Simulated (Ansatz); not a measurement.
# Calculations on Co

**1. Relaxation**

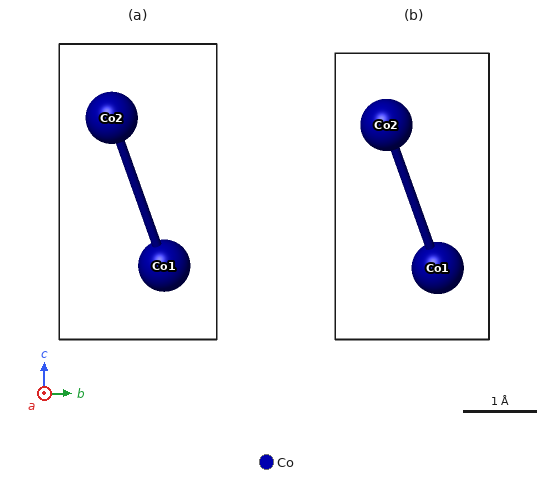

The structure of a crystal of Co (set up in P6_3/mmc) (coarse preliminary run) before (left) and after (right) a relaxation, at one scale.

Style: ball-and-stick. Shown: the cell of the calculation, along the a axis.

These are results of Ansatz, DFT PBEsol, scalar-relativistic, plane waves, PAW, not measurements. Set-up: plane-wave cutoff 420 eV; k-point mesh 12 × 12 × 6; occupations gaussian; smearing width 0.1 eV; collinear spin; cell and atoms relaxed; force threshold 0.05 eV/Å; at most 80 steps.

Q: What changed between the two?

A: After 3 accepted moves (4 points after the start) the energy has fallen by 45.7 meV per atom. All forces vanish by symmetry, so only the cell relaxes. Pressure: −15.44 GPa at the start and −0.16 GPa at the end. The SCF was repeated once at an unchanged geometry on a basis and grid sized afresh for the cell, which shifted the energy by 0.8 meV per atom at most. No atom moves by more than 0.005 Å relative to the cell. Cell: a = b 2.519 → 2.458 Å (−2.4 %), c 4.091 → 3.961 Å (−3.2 %). Volume −7.8 %. Among the contacts that change: Co1–Co2 2.510 → 2.436 Å, Co1–Co1 2.519 → 2.458 Å. The space group stays P6_3/mmc (No. 194).

**2. Relaxation**

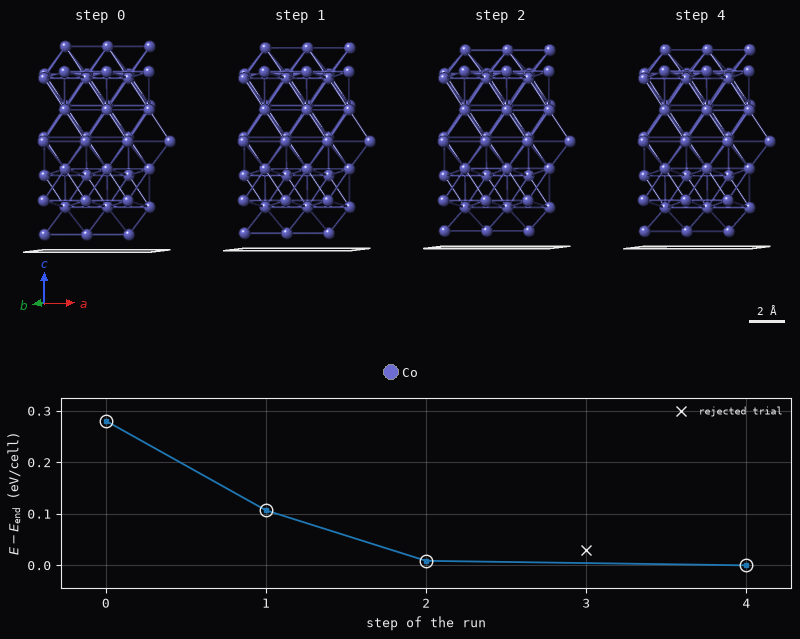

Frames of a relaxation of a slab of composition Co (cut from the P6_3/mmc phase), marked on the history of the run. Style: ball-and-stick. Shown: the 3 × 1 repeat of the cell, outlined in the plane, without the vacuum, from a free direction.

Case: (1 0 1) slab, atoms relaxed. The slab is the (1 0 1) face of Co.

Computed with DFT PBEsol, scalar-relativistic, plane waves, PAW in Ansatz 0.2.0. (plane-wave cutoff 420 eV; k-point mesh 14 × 8 × 1; occupations gaussian; smearing width 0.1 eV; collinear spin; dipole correction; atoms relaxed in a fixed cell; force threshold 0.02 eV/Å; at most 60 steps)

Question: What happens along the run?

Answer: The largest moves relative to the layer's centre, 0.21 Å, are those of Co atoms. The cell doesn't change. Near-neighbour distances that change, for instance: Co–Co 2.456 → 2.310 Å, Co–Co 2.439 → 2.351 Å, Co–Co 2.439 → 2.494 Å, Co–Co 2.439 → 2.408 Å. Bond angles that change, for instance: Co–Co–Co 90.0° → 97.4°, Co–Co–Co 59.8° → 64.7°, Co–Co–Co 60.0° → 64.2°. The energy falls by 0.281 eV per cell of the calculation in 3 accepted moves (4 points after the start). Largest force component: 1.3 eV/Å at the start, 0.011 eV/Å at the end. The line search rejected the trial step at point 3 of the run. From step 0 to 1: Co atoms move most (0.09 Å), energy −0.174 eV per cell of the calculation. From step 1 to 2: Co atoms move most (0.13 Å), energy −98.1 meV per cell of the calculation. From step 2 to 4: Co atoms move most (0.03 Å), energy −8.8 meV per cell of the calculation.

**3. A change**

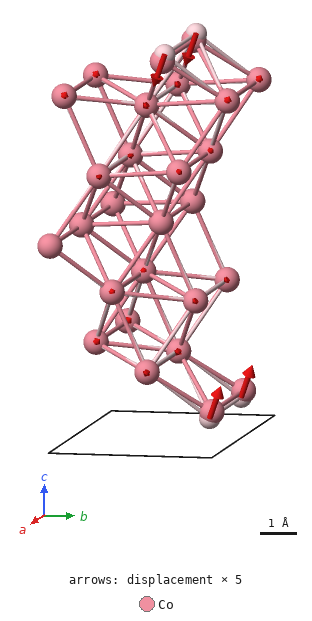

A (1 0 1) slab of Co as cut from the relaxed bulk, drawn pale, and a changed version of it, drawn solid. The red arrows show how the atoms are displaced, magnified 5 times. Style: ball-and-stick. Shown: the 2 × 1 repeat of the cell, outlined in the plane, without the vacuum, slightly off an axis.

Computed with DFT PBEsol, scalar-relativistic, plane waves, PAW in Ansatz 0.2.0. Set-up: plane-wave cutoff 420 eV; occupations gaussian; smearing width 0.1 eV; collinear spin. The k-mesh is chosen for each cell (14×8×18, 14×8×1).

Describe the change and its computed effect.

The atoms of the slab are relaxed at the bulk's in-plane cell. The surface energy (mean of the two faces) falls from 3.64 to 3.43 J/m². The top spacing, between the Co and Co planes, goes from 1.56 to 1.33 Å (−14.9 %), the bottom one (Co to Co) from 1.56 to 1.33 Å (−14.9 %). The cell doesn't change. The largest moves relative to the layer's centre, 0.21 Å, are those of Co atoms. Among the bonded contacts that change: Co–Co 2.456 → 2.310 to 2.477 Å, Co–Co 2.439 → 2.351 to 2.494 Å.
